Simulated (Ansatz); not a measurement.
# Two runs on Al$_{3}$Ni$_{5}$

System: Al$_{3}$Ni$_{5}$ (Cmm2, 8 atoms in the cell).
Method of run 1: DFT PBEsol, scalar-relativistic, plane waves, PAW, no spin polarisation (Ansatz 0.2.0).

The structure derives from a Materials Project entry. Text and figures count atoms from 1; the logs count them from 0 in places.

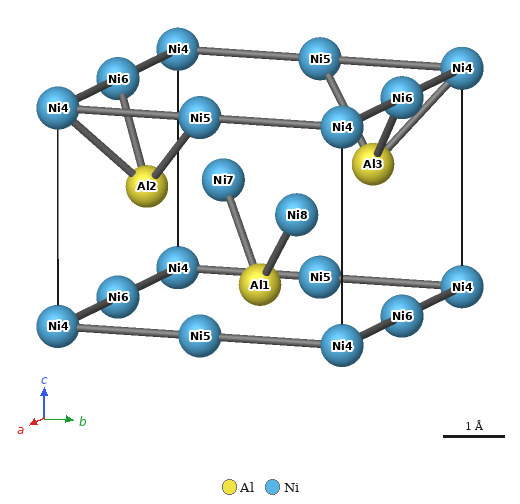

**Figure 1.** The structure as given in the input (ball-and-stick view of the cell of the calculation, seen slightly off an axis; atoms are numbered from 1 in the order of the input). An atom can appear more than once, as a periodic image.

## Input, run 1
```yaml
crystal:
  lattice:
    - [3.293332276, -3.6919375971, 0.0]
    - [3.293332276, 3.6919375971, 0.0]
    - [0.0, 0.0, 3.7203545651]
  atoms:
    - { symbol: Al, position: [0.5, 0.5, 0.1007968443] }
    - { symbol: Al, position: [0.7796888787, 0.2203111213, 0.6007968443] }
    - { symbol: Al, position: [0.2203111213, 0.7796888787, 0.6007968443] }
    - { symbol: Ni, position: [0.0, 0.0, 0.0] }
    - { symbol: Ni, position: [0.0, 0.5, 0.0] }
    - { symbol: Ni, position: [0.5, 0.0, 0.0] }
    - { symbol: Ni, position: [0.2762373066, 0.2762373066, 0.5] }
    - { symbol: Ni, position: [0.7237626934, 0.7237626934, 0.5] }
basis:
  ecutwfc: 420
kpoints:
  mp_grid: { grid: [8, 8, 10] }
hamiltonian:
  xc: pbesol
scf:
  occupations: { method: gaussian, width: 0.15 }
output:
  forces: true
  stress: true
  eigenvalues: true
```

Launched with:
```bash
ansatz run input.yaml --threads 2 --pin off --max-ram 5120MiB --backend cpu --events-out ev --progress --plain --runs-dir out
```

Hardware: 2 threads of Intel Xeon @ 2.50GHz (Skylake/Cascade Lake), 189 GiB of memory available, shared host.

## Output, shortened to warnings, some set-up lines, iterations and results (run 1)
```
Basis set: ecut = 420 eV, 1779 PW (Γ), exchange–correlation on 72×72×50 points (8 copies of the dense FFT grid, shifted against one another)
Symmetry: 4 space group operations
k-points: 126 of 640 (time reversal used)
Initial density: superposition of atomic densities (neutral atoms: chi_scale 0, normalization atom), corrected by the library's trained network
[...]
SCF iter   1: F=—  HF=-30601.266504 eV  |F-HF|=—  |Δ(HF+E_count)|=         —  Δρ=2.39e-2  dr2=3.04e-1  ethr=1.77e-3  ⟨swp⟩=6.9  Hψ=29247  notcnv=0  defer=26
SCF iter   2: F=—  HF=-30601.223160 eV  |F-HF|=—  |Δ(HF+E_count)|=   4.33e-2  Δρ=5.83e-3  dr2=2.27e-2  ethr=3.07e-4  ⟨swp⟩=3.0  Hψ=15152  notcnv=0  defer=366
SCF iter   3: F=—  HF=-30601.220057 eV  |F-HF|=—  |Δ(HF+E_count)|=   3.10e-3  Δρ=1.53e-3  dr2=2.23e-3  ethr=2.29e-5  ⟨swp⟩=1.1  Hψ=7281  notcnv=0  defer=366
SCF iter   4: F=—  HF=-30601.219651 eV  |F-HF|=—  |Δ(HF+E_count)|=   4.06e-4  Δρ=3.19e-4  dr2=6.36e-5  ethr=2.25e-6  ⟨swp⟩=2.0  Hψ=10579  notcnv=0  defer=366
SCF iter   5: F=—  HF=-30601.219750 eV  |F-HF|=—  |Δ(HF+E_count)|=   9.89e-5  Δρ=1.00e-4  dr2=1.06e-5  ethr=6.42e-8  ⟨swp⟩=2.2  Hψ=12080  notcnv=0  defer=366
SCF iter   6: F=—  HF=-30601.219748 eV  |F-HF|=—  |Δ(HF+E_count)|=   2.04e-6  Δρ=2.98e-5  dr2=7.79e-7  ethr=1.08e-8  ⟨swp⟩=2.0  Hψ=8173  notcnv=0  defer=366
SCF iter   7: F=-30601.219747 eV  HF=-30601.219748 eV  |F-HF|=9.42e-8  |Δ(HF+E_count)|=   2.21e-7  Δρ=1.19e-5  dr2=8.85e-8  ethr=1.01e-10  ⟨swp⟩=9.7  Hψ=34682  notcnv=0
SCF 1 converged in 7 iterations: F = -30601.219747 eV  dr2 = 8.85e-8
SCF converged after 7 iterations
Free energy (F): -30601.219747 eV
Harris-Foulkes:  -30601.219748 eV  (|F-HF|=9.42e-8)
Internal energy: -30601.178194 eV  (E = F + TS)
E sigma→0 (E₀):  -30601.198971 eV
Entropy (-TS):   -0.041554 eV (-5.194 meV/atom)
Fermi energy:    15.295883 eV
--- Per-component energies (eV) ---
  E_band       = -1598.140303
  E_kinetic    = 1510.931789
  E_local      = -21259.004699  (includes V_loc(G=0)·N_el)
  E_nonlocal   = 3222.952850
  E_hartree    = 9111.238678
  E_xc         = -549.253629
  E_vxc        = -645.268248  (∫ρ·V_xc dr)
  E_paw        = -9351.155702  (= ΣΔE_a)
  E_vpaw       = -2650.222591  (= ΣTr[D̂ρ^β])
  E_aug_tail   = 0.002318  (compensation charges beyond the density's cutoff)
  E_ewald      = -13287.933661
  E_core_change = 1.043861  (= ΣΔE_core)
  E_smearing   = -0.041554  (= −TS)
  E_closure    = -0.000000  (closes the sum)
  Σ components = -30601.219747   (vs F -30601.219747, Δ=0.00e0)
--- Forces (eV/Å), atoms counted from 1 ---
  atom   1  Al     0.00000000    -0.00000000    -4.32235920
  atom   2  Al     0.00000000     0.61430142    -3.23684746
  atom   3  Al     0.00000000    -0.61430142    -3.23684746
  atom   4  Ni     0.00000000     0.00000000     2.38218239
  atom   5  Ni     0.00000000     0.00000000     2.10025773
  atom   6  Ni     0.00000000     0.00000000     2.10025773
  atom   7  Ni    -1.24881375     0.00000000     2.10666121
  atom   8  Ni     1.24881375     0.00000000     2.10666121
  max |Σ_I F_I| component: 3.39e-5 eV/Å
--- Stress (GPa, compression-positive) ---
       13.213003       0.000000      -0.000000
        0.000000       2.920047       0.000000
       -0.000000       0.000000      11.483296
  P = ⅓ Tr σ = 9.2054 GPa (92.054 kbar)
```

For run 2 the input was changed thus:
```diff
-    - { symbol: Al, position: [0.5, 0.5, 0.1007968443] }
-    - { symbol: Al, position: [0.7796888787, 0.2203111213, 0.6007968443] }
-    - { symbol: Al, position: [0.2203111213, 0.7796888787, 0.6007968443] }
+    - { symbol: Al, position: [0.5, 0.5, -0.0671978962] }
+    - { symbol: Al, position: [0.7796888787, 0.2203111213, 0.4328021038] }
+    - { symbol: Al, position: [0.2203111213, 0.7796888787, 0.4328021038] }
```

What does this change do to the results?

With the same functional and potentials, run 2 lies 136.7 meV per atom lower. The pressure goes from 9.21 to 4.09 GPa. The largest force goes from 4.322 to 2.757 eV/Å. The SCF takes 8 iterations against 7.

## Output, shortened to warnings, some set-up lines, iterations and results (run 2)
```
Basis set: ecut = 420 eV, 1779 PW (Γ), exchange–correlation on 72×72×50 points (8 copies of the dense FFT grid, shifted against one another)
Symmetry: 4 space group operations
k-points: 126 of 640 (time reversal used)
Initial density: superposition of atomic densities (neutral atoms: chi_scale 0, normalization atom), corrected by the library's trained network
[...]
SCF iter   1: F=—  HF=-30602.361285 eV  |F-HF|=—  |Δ(HF+E_count)|=         —  Δρ=2.43e-2  dr2=3.18e-1  ethr=1.77e-3  ⟨swp⟩=6.9  Hψ=29153  notcnv=0  defer=30
SCF iter   2: F=—  HF=-30602.317133 eV  |F-HF|=—  |Δ(HF+E_count)|=   4.42e-2  Δρ=6.00e-3  dr2=2.44e-2  ethr=3.21e-4  ⟨swp⟩=3.0  Hψ=15086  notcnv=0  defer=381
SCF iter   3: F=—  HF=-30602.313884 eV  |F-HF|=—  |Δ(HF+E_count)|=   3.25e-3  Δρ=1.60e-3  dr2=2.44e-3  ethr=2.47e-5  ⟨swp⟩=1.1  Hψ=7259  notcnv=0  defer=381
SCF iter   4: F=—  HF=-30602.313448 eV  |F-HF|=—  |Δ(HF+E_count)|=   4.36e-4  Δρ=3.26e-4  dr2=6.89e-5  ethr=2.46e-6  ⟨swp⟩=2.1  Hψ=10326  notcnv=0  defer=381
SCF iter   5: F=—  HF=-30602.313558 eV  |F-HF|=—  |Δ(HF+E_count)|=   1.10e-4  Δρ=9.43e-5  dr2=9.59e-6  ethr=6.96e-8  ⟨swp⟩=2.2  Hψ=12200  notcnv=0  defer=381
SCF iter   6: F=—  HF=-30602.313556 eV  |F-HF|=—  |Δ(HF+E_count)|=   1.84e-6  Δρ=3.89e-5  dr2=1.46e-6  ethr=9.68e-9  ⟨swp⟩=2.3  Hψ=10541  notcnv=0  defer=381
SCF iter   7: F=—  HF=-30602.313555 eV  |F-HF|=—  |Δ(HF+E_count)|=   2.47e-7  Δρ=1.34e-5  dr2=1.10e-7  ethr=1.47e-9  ⟨swp⟩=2.4  Hψ=12158  notcnv=0  defer=381
SCF iter   8: F=-30602.313555 eV  HF=-30602.313555 eV  |F-HF|=3.73e-9  |Δ(HF+E_count)|=   1.70e-8  Δρ=2.71e-6  dr2=5.33e-9  ethr=1.01e-10  ⟨swp⟩=9.0  Hψ=32949  notcnv=0
SCF 1 converged in 8 iterations: F = -30602.313555 eV  dr2 = 5.33e-9
SCF converged after 8 iterations
Free energy (F): -30602.313555 eV
Harris-Foulkes:  -30602.313555 eV  (|F-HF|=3.73e-9)
Internal energy: -30602.271341 eV  (E = F + TS)
E sigma→0 (E₀):  -30602.292448 eV
Entropy (-TS):   -0.042215 eV (-5.277 meV/atom)
Fermi energy:    15.308632 eV
--- Per-component energies (eV) ---
  E_band       = -1594.394679
  E_kinetic    = 1507.695398
  E_local      = -21220.257833  (includes V_loc(G=0)·N_el)
  E_nonlocal   = 3219.997989
  E_hartree    = 9094.742448
  E_xc         = -548.686435
  E_vxc        = -644.595147  (∫ρ·V_xc dr)
  E_paw        = -9349.052859  (= ΣΔE_a)
  E_vpaw       = -2646.714191  (= ΣTr[D̂ρ^β])
  E_aug_tail   = 0.002318  (compensation charges beyond the density's cutoff)
  E_ewald      = -13307.756227
  E_core_change = 1.043861  (= ΣΔE_core)
  E_smearing   = -0.042215  (= −TS)
  E_closure    = 0.000000  (closes the sum)
  Σ components = -30602.313555   (vs F -30602.313555, Δ=0.00e0)
--- Forces (eV/Å), atoms counted from 1 ---
  atom   1  Al     0.00000000     0.00000000     2.75718124
  atom   2  Al     0.00000000     0.26788674     2.01989509
  atom   3  Al     0.00000000    -0.26788674     2.01989509
  atom   4  Ni     0.00000000    -0.00000000    -1.49965805
  atom   5  Ni     0.00000000    -0.00000000    -1.31408524
  atom   6  Ni     0.00000000    -0.00000000    -1.31408524
  atom   7  Ni    -0.53882841    -0.00000000    -1.33457257
  atom   8  Ni     0.53882841    -0.00000000    -1.33457257
  max |Σ_I F_I| component: 2.24e-6 eV/Å
--- Stress (GPa, compression-positive) ---
        5.609181       0.000000      -0.000000
        0.000000       1.250722       0.000000
       -0.000000       0.000000       5.400058
  P = ⅓ Tr σ = 4.0867 GPa (40.867 kbar)
```

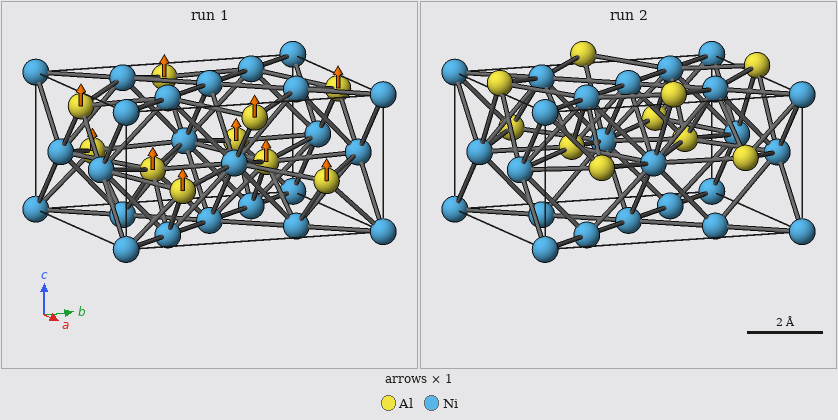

**Figure 2.** The two input geometries at one scale (ball-and-stick view of the cell 2 times as large as that of the calculation, set on its symmetry axes, seen slightly off an axis). The orange arrows on the first give the shifts of the atoms relative to the cell, at true length. The largest moves, 0.62 Å, are those of Al atoms. Ni stays in place. The lattice vectors keep their values. Among the contacts that change: Al–Ni 2.677 → 2.183 Å, Al–Ni 2.092 → 2.574 Å, Al–Ni 2.764 → 2.289 Å, Al–Ni 2.785 → 2.313 Å.

## The two runs side by side

| quantity | run 1 | run 2 |
| --- | --- | --- |
| outcome | converged | converged |
| free energy per atom (eV) | −3825.1525 | −3825.2892 |
| energy per atom, smearing taken to zero (eV) | −3825.1499 | −3825.2866 |
| gap on the mesh (eV) | 0.00 | 0.00 |
| pressure (GPa) | 9.21 | 4.09 |
| largest force (eV/Å) | 4.322 | 2.757 |
| SCF iterations | 7 | 8 |
| irreducible k-points | 126 | 126 |
| plane waves at Γ | 1779 | 1779 |
| wall time (shared host) | 59 s | 63 s |

For both runs: The run has no spin polarisation, so a magnetic state may lie lower.
